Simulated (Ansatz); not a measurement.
# Sc3Al: what the fields show

Input file:

```
crystal:
  lattice:
    - [4.3747949987, 0.0, 0.0]
    - [0.0, 4.3747949987, 0.0]
    - [0.0, 0.0, 4.3747949987]
  atoms:
    - { symbol: Sc, position: [0.5, 0.0342873209, 0.5] }
    - { symbol: Sc, position: [0.0, 0.4840120127, 0.5] }
    - { symbol: Sc, position: [0.5, 0.4840120127, 0.0] }
    - { symbol: Al, position: [0.0, -0.0038511024, 0.0] }
basis:
  ecutwfc: 420
kpoints:
  mp_grid: { grid: [12, 12, 12] }
hamiltonian:
  xc: pbesol
scf:
  occupations: { method: gaussian, width: 0.15 }
output:
  forces: true
  stress: true
  eigenvalues: true
  write_density: true
  write_potential: true
  elf: true
  volumetric_format: npy
```

Launched as:

```sh
ansatz run input.yaml --threads 2 --pin off --max-ram 5120MiB --backend cpu --events-out ev --progress --plain --runs-dir out
```

Below, planes, directions and counts refer to the conventional cell (a = 4.37 Å, b = 4.37 Å, c = 4.37 Å, α = 90.00°, β = 90.00°, γ = 90.00°).

Space group P4mm; a structure from a database of computed crystals, not necessarily the ambient phase; not relaxed (largest force 1.6 eV/Å).

All numbers below come from Ansatz 0.2.0, DFT PBEsol, scalar-relativistic, plane waves, PAW.

The density is the valence pseudo-density of a PAW calculation; it isn't the true density close to the nuclei.

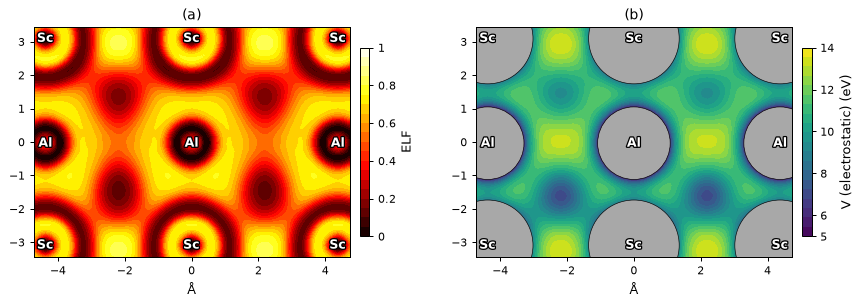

Figure 1. (a) ELF; (b) electrostatic potential (local pseudopotential plus Hartree) felt by an electron on the (101) plane of the conventional cell. Grey discs cover the atomic cores in the potential map.

Q: Read the bonding off the picture.

A: The plane passes through Sc and Al nuclei. Sc–Al (3.06 Å): the ELF peaks at about 0.70 in the valence shell of Al, 1.1 Å from its nucleus, and is about 0.45 at the midpoint. The ELF has a maximum of about 0.85 in the space between the atoms, 2.1 Å from six Sc atoms, on no atom or two-centre bond. The features right at Sc lie inside the PAW spheres, where the map follows smoothed inner orbitals and isn't to be read closely. Outside the cores the potential energy rises away from the atoms and is highest about 2.1 Å from the nearest atoms; its zero is arbitrary.

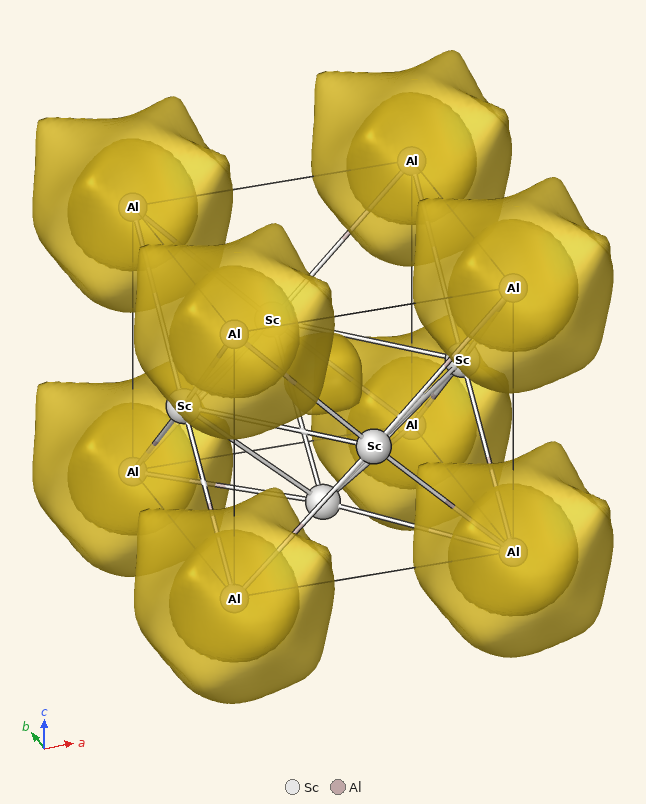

Figure 2. Isosurface of the ELF at 0.65 (yellow), seen at an oblique angle. Core shells and regions of very low density are left out. Sticks mark near contacts.

Q: What do the ELF domains correspond to?

A: The surface consists of one region wrapped around Al (its valence shell) and one pocket between the atoms, centred on no nucleus (multi-centre or interstitial), counted in one cell of 4 atoms. Any copies at cell faces, edges or corners count once. Along the contacts the grid gives the following. Sc–Sc (2.94 Å): the ELF is about 0.15 at the midpoint: no localised pair shows between them.

Q: Does the calculation make it a metal, or give it a gap?

A: It is metallic or semimetallic at this level of theory: no gap opens.
